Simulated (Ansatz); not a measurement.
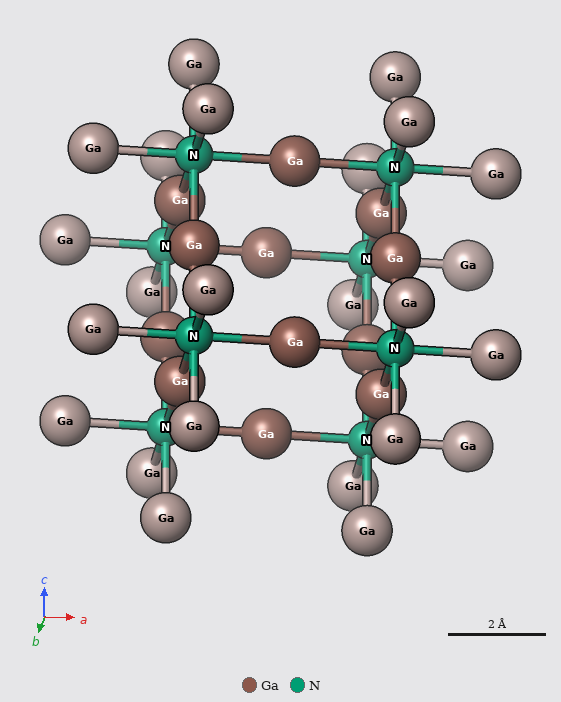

Fig. 1: The structure (ball-and-stick view of the cell of the calculation, seen at an oblique angle; neighbours outside the cell are drawn fainter). Near neighbours in the crystal (not all of them lie inside the picture): Ga has 2 N at 2.11 Å; N has 6 Ga at 2.11 Å.

## Single-point calculation of Ga3N

- system: Ga3N (Pm-3m, 4 atoms in the cell)
- method: DFT PBE, scalar-relativistic, plane waves, PAW, no spin polarisation (Ansatz 0.2.0)

The structure was made by swapping elements on the sites of another compound; it need not be a known phase. It belongs to a series of runs on one base structure; here: anti-ReO3 type (Pm-3m, No. 221).

Output:
```
Engine: ansatz 0.2.0, x86_64-unknown-linux-gnu
Pseudopotentials: kind: paw
Pseudopotential: Ga, paw, valence charge 13, recommended cutoff 420 eV (normal), Ga.paw.azcp
Pseudopotential: N, paw, valence charge 5, recommended cutoff 420 eV (normal), N.paw.azcp
Functional definition: PBE
  parameter kappa = 0.804
  parameter beta = 0.06672455060314922
  exchange = pbe_x(kappa = kappa, mu = beta*pi^2/3)
  correlation = pbe_c(beta = beta)
Crystal: 4 atoms, lattice volume = 75.508 Å³
Basis set: ecut = 420 eV, 1419 PW (Γ), exchange–correlation on 60×60×60 points (8 copies of the dense FFT grid, shifted against one another)
Bands: 27, of which v1, the nominal top of the filled ones, is band 22 counted from 1 (21 counted from 0)
Symmetry: 48 space group operations
Space group: Pm-3m (ITA 221), of the structure as read, at distance tolerance 4.2e-5 Å
k-points: 10 of 64
Non-local potential: Ga, projectors of the file, l = 0: 2, l = 1: 2, l = 2: 3, l = 3: 1
Non-local potential: N, projectors of the file, l = 0: 2, l = 1: 2, l = 2: 1
PAW form: soft (Blöchl's): semilocal exchange-correlation on the pseudo side does not see the compensation charge
PAW one-centre angular grid: Ga, 590 points (default); XC on 64 Gauss nodes
PAW one-centre angular grid: N, 110 points (default); XC on 64 Gauss nodes
Initial density: superposition of atomic densities (neutral atoms: chi_scale 0, normalization atom), corrected by the library's trained network
Initial wavefunctions: pseudopotential atomic-orbital guess
Functional: x = pbe(κ = 0.804, μ = 0.2195149727645171), c = pbe(β = 0.06672455060314922)
SCF iter   1: F=—  HF=-11729.590815 eV  |F-HF|=—  |Δ(HF+E_count)|=         —  Δρ=5.14e-3  dr2=1.20e-2  ethr=1.77e-3  ⟨swp⟩=5.7  Hψ=1006  notcnv=0
preconditioner: auto → LDOS  [insulator: Δε(μ)=0.290 eV  Ē_g=14.831 eV  σ=0.100 eV  W_gap=0.66  n_scr=18 (ndim 8)  ℏωp=28.3 eV  f_vac=0.039  D(μ)=1.97/eV (n_scr^D=18)  ε∞_Penn≈4.7  β→1.0]
SCF iter   2: F=—  HF=-11729.591562 eV  |F-HF|=—  |Δ(HF+E_count)|=   7.46e-4  Δρ=2.80e-3  dr2=2.92e-3  ethr=2.72e-5  ⟨swp⟩=2.0  Hψ=590  notcnv=0  defer=3
SCF iter   3: F=—  HF=-11729.589937 eV  |F-HF|=—  |Δ(HF+E_count)|=   1.62e-3  Δρ=1.01e-3  dr2=5.53e-4  ethr=6.63e-6  ⟨swp⟩=2.0  Hψ=480  notcnv=0  defer=3
SCF iter   4: F=—  HF=-11729.589429 eV  |F-HF|=—  |Δ(HF+E_count)|=   5.08e-4  Δρ=2.74e-4  dr2=5.38e-5  ethr=1.26e-6  ⟨swp⟩=2.0  Hψ=461  notcnv=0  defer=3
SCF iter   5: F=—  HF=-11729.589388 eV  |F-HF|=—  |Δ(HF+E_count)|=   4.16e-5  Δρ=4.17e-5  dr2=1.21e-6  ethr=1.22e-7  ⟨swp⟩=2.0  Hψ=480  notcnv=0  defer=3
SCF iter   6: F=-11729.589388 eV  HF=-11729.589388 eV  |F-HF|=1.08e-9  |Δ(HF+E_count)|=   9.65e-8  Δρ=4.36e-6  dr2=1.51e-8  ethr=2.27e-10  ⟨swp⟩=5.8  Hψ=1336  notcnv=0
SCF 1 converged in 6 iterations: F = -11729.589388 eV  dr2 = 1.51e-8
  greatest PAW one-centre occupation: 0.995 electrons in one spin orbital (limit 2), on the Ga atom at site 2 (counted from 0), in its partial waves of l = 2
SCF converged after 6 iterations
Free energy (F): -11729.589388 eV
Harris-Foulkes:  -11729.589388 eV  (|F-HF|=1.08e-9)
Internal energy: -11729.579538 eV  (E = F + TS)
E sigma→0 (E₀):  -11729.584463 eV
Entropy (-TS):   -0.009850 eV (-2.462 meV/atom)
Fermi energy:    7.280830 eV
--- Per-component energies (eV) ---
  E_band       = -201.041730
  E_kinetic    = 473.019989
  E_local      = -6551.190740  (includes V_loc(G=0)·N_el)
  E_nonlocal   = 1319.089113
  E_hartree    = 3025.584214
  E_xc         = -265.946378
  E_vxc        = -247.917936  (∫ρ·V_xc dr)
  E_paw        = -6089.002194  (= ΣΔE_a)
  E_vpaw       = -1245.214280  (= ΣTr[D̂ρ^β])
  E_aug_tail   = -0.000325  (compensation charges beyond the density's cutoff)
  E_ewald      = -3641.133216
  E_smearing   = -0.009850  (= −TS)
  E_closure    = -0.000000  (closes the sum)
  Σ components = -11729.589388   (vs F -11729.589388, Δ=0.00e0)
--- Forces (eV/Å), atoms counted from 1 ---
  atom   1  Ga     0.00000000    -0.00000000     0.00000000
  atom   2  Ga     0.00000000    -0.00000000    -0.00000000
  atom   3  Ga     0.00000000    -0.00000000     0.00000000
  atom   4  N     -0.00000000     0.00000000    -0.00000000
  max |Σ_I F_I| component: 2.11e-29 eV/Å
--- Stress (GPa, compression-positive) ---
        5.464510      -0.000000       0.000000
       -0.000000       5.464510       0.000000
        0.000000       0.000000       5.464510
  P = ⅓ Tr σ = 5.4645 GPa (54.645 kbar)
--- Band table (eV; the first three rows and the last of 10) ---
  k-point 0: bands = ["-9.8976", "-7.6113", "-7.6113", "-7.6113", "-7.5246", "-7.5246", "-7.4124", "-7.4124", "-7.4124", "-7.3536", "-7.3536", "-7.3131", "-7.2493", "-7.2493", "-7.2493", "-6.3154", "1.6744", "1.6744", "1.6744", "1.7274", "5.2375", "5.2375", "10.3113", "10.3113", "10.3113", "12.9605", "12.9605"]
  k-point 1: bands = ["-9.7198", "-7.6029", "-7.5699", "-7.5699", "-7.5186", "-7.4955", "-7.4327", "-7.4206", "-7.4155", "-7.4155", "-7.3527", "-7.3363", "-7.3090", "-7.3090", "-7.2493", "-6.3627", "-0.1481", "1.8629", "1.8629", "2.7329", "5.5110", "6.6932", "10.0229", "10.0426", "10.0426", "11.1857", "11.9789"]
  k-point 2: bands = ["-9.5090", "-7.5936", "-7.5500", "-7.5120", "-7.4753", "-7.4753", "-7.4516", "-7.4507", "-7.4507", "-7.4295", "-7.3896", "-7.3896", "-7.3745", "-7.3515", "-7.2492", "-6.4099", "-0.9466", "2.0682", "2.0682", "2.9514", "5.8707", "7.2501", "9.5657", "9.5657", "9.9465", "11.6493", "11.6493"]
  k-point 9: bands = ["-8.2031", "-7.7037", "-7.7037", "-7.7037", "-7.5357", "-7.5109", "-7.5109", "-7.5109", "-7.3926", "-7.3926", "-7.3926", "-7.3868", "-7.3868", "-7.2885", "-7.2885", "-7.2885", "0.3428", "0.3428", "0.3428", "5.4864", "5.4864", "5.4864", "9.5152", "9.5152", "9.5152", "10.6017", "12.0541"]
```

This output came from the following input.

Input file:
```yaml
crystal:
  lattice:
    - [4.2266666887, 0.0, 0.0]
    - [0.0, 4.2266666887, 0.0]
    - [0.0, 0.0, 4.2266666887]
  atoms:
    - { symbol: Ga, position: [0.5, 0.0, 0.0] }
    - { symbol: Ga, position: [0.0, 0.5, 0.0] }
    - { symbol: Ga, position: [0.0, 0.0, 0.5] }
    - { symbol: "N", position: [0.0, 0.0, 0.0] }
basis:
  ecutwfc: 420
kpoints:
  mp_grid: { grid: [4, 4, 4] }
hamiltonian:
  xc: pbe
scf:
  occupations: { method: gaussian, width: 0.1 }
  lower_state_search: "off"
output:
  forces: true
  stress: true
  eigenvalues: true
```

Run as:
```bash
ansatz run input.yaml --threads 1 --pin off --max-ram 2560MiB --backend cpu --events-out ev --progress --plain --runs-dir out
```

Results in brief:

```json
{"quantity": "outcome", "value": "converged"}
{"quantity": "space group (tolerance 0.01 Å)", "value": "Pm-3m (221)"}
{"quantity": "electrons treated", "value": "44"}
{"quantity": "free energy", "value": "−11729.5894 eV"}
{"quantity": "Fermi energy", "value": "7.281 eV"}
{"quantity": "gap on the k-point mesh", "value": "none (metallic)"}
{"quantity": "pressure", "value": "5.46 GPa"}
{"quantity": "largest force (length of the vector)", "value": "under 0.001 eV/Å"}
{"quantity": "hardware", "value": "1 thread of Intel Xeon (Granite Rapids), 192 GiB of memory available, shared host"}
{"quantity": "wall time", "value": "0.78 s"}
{"quantity": "peak memory", "value": "0.34 GiB"}
```

Remarks:

The cell is under a pressure of 5.5 GPa at this level, so it is not at its equilibrium volume.
